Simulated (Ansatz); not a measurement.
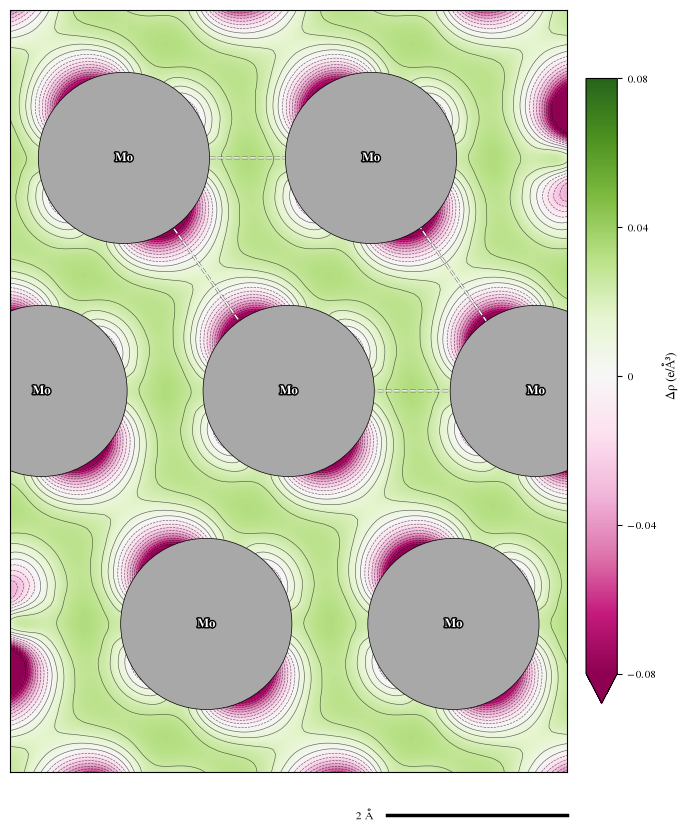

Mo. Difference of the valence pseudo-densities of two functionals at the same geometry, on the (011̄) plane of the calculation cell: HF less B3LYP.

Both computed with Ansatz (plane waves, PAW), on the same k-point mesh. Grey discs cover the atomic cores.

```xyz
1
Lattice="-1.5838 1.5838 1.5838 1.5838 -1.5838 1.5838 1.5838 1.5838 -1.5838" Properties=species:S:1:pos:R:3 pbc="T T T"
Mo    0.0000    0.0000    0.0000
```

Question: What does the difference map show?

Answer: Against B3LYP, HF gives a change of +0.033 e/Å³ at the midpoint of Mo–Mo.
